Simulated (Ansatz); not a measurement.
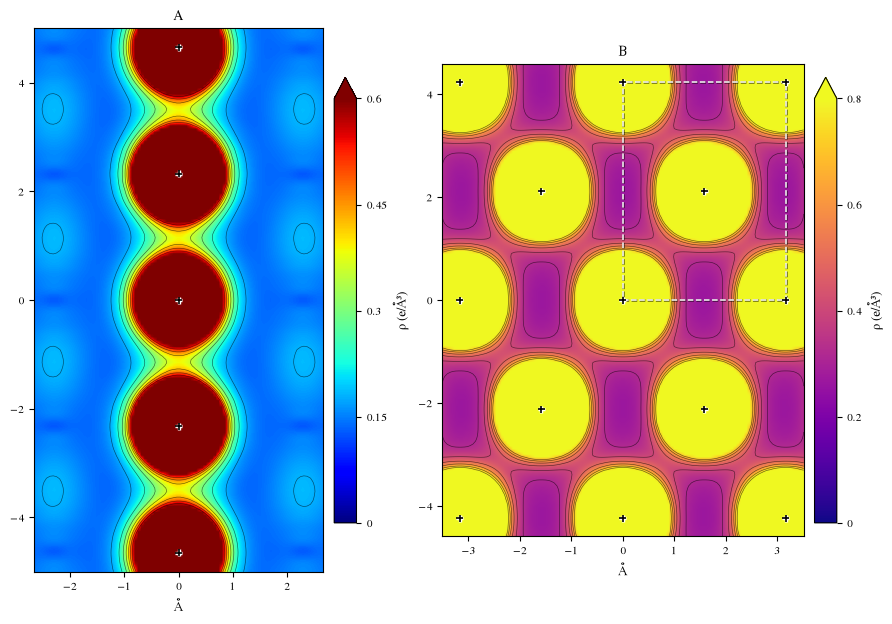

The valence electron density of 2 systems, each on a plane through atoms (crosses mark nuclei in the plane).

These are results of DFT PBE, scalar-relativistic, plane waves, PAW in Ansatz 0.2.0, not measurements.

System 1: Mo, the (011) plane of the conventional cell. Space group I4/mmm; computed pressure about 39 GPa in this cell; computed without spin polarisation.

```
CELL_PARAMETERS angstrom
2.23780 -2.23780 0.00000
2.23780 2.23780 0.00000
0.00000 0.00000 2.81604
ATOMIC_POSITIONS crystal
Mo 0.00000 0.00000 0.00000
Mo 0.50000 0.50000 0.50000
```

System 2: ZnCu, the (100) plane of the conventional cell. Space group R-3m; computed pressure about −3 GPa in this cell; computed without spin polarisation.

```cif
data_structure
_symmetry_space_group_name_H-M 'P 1'
_symmetry_Int_Tables_number 1
_cell_length_a 4.6300
_cell_length_b 4.6300
_cell_length_c 4.6504
_cell_angle_alpha 90.000
_cell_angle_beta 90.000
_cell_angle_gamma 120.000
_cell_volume 86.33
loop_
_atom_site_label
_atom_site_type_symbol
_atom_site_fract_x
_atom_site_fract_y
_atom_site_fract_z
_atom_site_occupancy
Zn1 Zn 0.33333 0.66667 0.16667 1
Zn2 Zn 0.00000 0.00000 0.50000 1
Zn3 Zn 0.66667 0.33333 0.83333 1
Cu1 Cu 0.00000 0.00000 0.00000 1
Cu2 Cu 0.66667 0.33333 0.33333 1
Cu3 Cu 0.33333 0.66667 0.66667 1
```

Match each panel to its system.

Answer. Panel A is system 2, ZnCu: the plane holds Zn and Cu. Zn–Cu (2.33 Å): ρ at the midpoint is about 0.39 e/Å³. Panel B is system 1, Mo: the plane holds Mo. Mo–Mo (2.64 Å): ρ is about 0.43 e/Å³ halfway.
